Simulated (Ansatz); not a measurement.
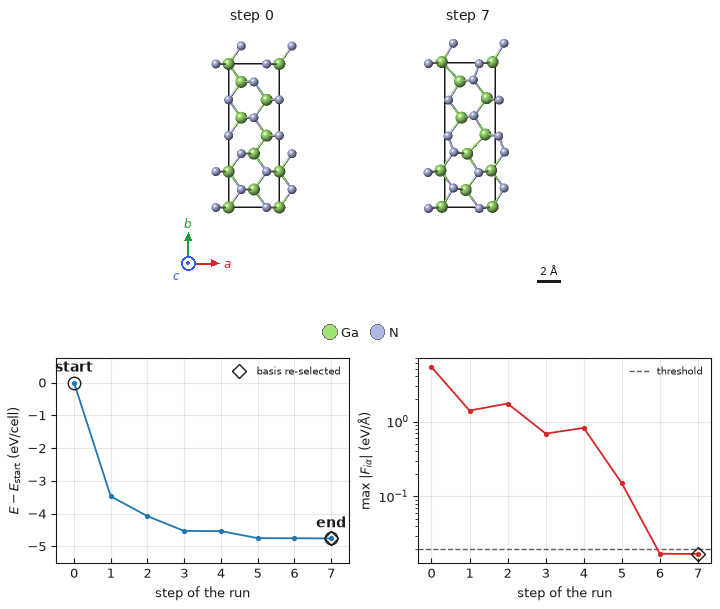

First and last geometry of a relaxation of an interface cell of composition GaN, with the history of the run. A ball-and-stick model of the cell of the calculation, reduced to other axes, seen along the c axis. Lengths and directions refer to the drawn axes.

Case: antiphase boundary on (1 1 0), species swapped.

Level of theory: Ansatz, DFT PBE, scalar-relativistic, plane waves, PAW.

Input file:
```yaml
crystal:
  lattice:
    - [3.2162589205, 0.0, 0.0]
    - [0.0, 4.5484769855, 0.0]
    - [0.0, 0.0, 12.8650356821]
  atoms:
    - { symbol: Ga, position: [0.0, 0.0, 0.0] }
    - { symbol: "N", position: [0.0, 0.25, 0.125] }
    - { symbol: Ga, position: [0.5, 0.5, 0.125] }
    - { symbol: "N", position: [0.5, 0.75, 0.0] }
    - { symbol: Ga, position: [0.0, 0.0, 0.25] }
    - { symbol: "N", position: [0.0, 0.25, 0.375] }
    - { symbol: Ga, position: [0.5, 0.5, 0.375] }
    - { symbol: "N", position: [0.5, 0.75, 0.25] }
    - { symbol: "N", position: [0.0, 0.0, 0.5] }
    - { symbol: Ga, position: [0.0, 0.25, 0.625] }
    - { symbol: "N", position: [0.5, 0.5, 0.625] }
    - { symbol: Ga, position: [0.5, 0.75, 0.5] }
    - { symbol: "N", position: [0.0, 0.0, 0.75] }
    - { symbol: Ga, position: [0.0, 0.25, 0.875] }
    - { symbol: "N", position: [0.5, 0.5, 0.875] }
    - { symbol: Ga, position: [0.5, 0.75, 0.75] }
basis:
  ecutwfc: 420
kpoints:
  mp_grid: { grid: [8, 6, 2] }
hamiltonian:
  xc: pbe
scf:
  occupations: { method: gaussian, width: 0.05 }
output:
  forces: true
  stress: true
  eigenvalues: true
  populations: true
  write_density: true
  write_potential: true
  elf: true
  volumetric_format: npy
relax:
  adjacent_minimum: "off"
  f_tol: 0.02
  max_steps: 45
  cell: { fix: [a, b, alpha, beta, gamma], stress_tol: 0.1 }
```

Command:
```bash
ansatz run input.yaml --threads 2 --pin off --max-ram 5120MiB --backend cpu --events-out ev --progress --plain --runs-dir out
```

> What do the curves and the structures tell?

It converged. The largest moves relative to the cell, 0.38 Å, are those of Ga3, Ga5, Ga10 and Ga16. Ga5 goes roughly along −a. By element the largest moves are Ga 0.38 Å, N 0.37 Å. The volume changes by +0.9 %, with a unchanged at 4.548 Å, b 12.865 → 12.975 Å (+0.9 %), c unchanged at 3.216 Å. Among the contacts that change: N4–N15 1.970 → 1.541 Å, Ga1–Ga14 1.970 → 2.374 Å, Ga3–N4 1.970 → 2.041 Å, Ga14–N15 1.970 → 2.011 Å. New bonds form: N4–N15 (1.97 → 1.54 Å), N6–N9 (1.97 → 1.54 Å). Bond angles that change, for instance: Ga10–N11–Ga12 109.5° → 102.5°, Ga10–N11–Ga16 109.5° → 114.3°, N13–Ga16–N15 109.5° → 114.2°. The energy falls by 4.755 eV per cell of the calculation in 6 accepted moves (7 points after the start). The largest force component goes from 5.3 to 0.017 eV/Å. Pressure: 12.30 GPa at the start and 2.41 GPa at the end. The SCF was repeated once at an unchanged geometry on a basis and grid sized afresh for the cell, which shifted the energy by 4.8 meV per cell of the calculation at most.
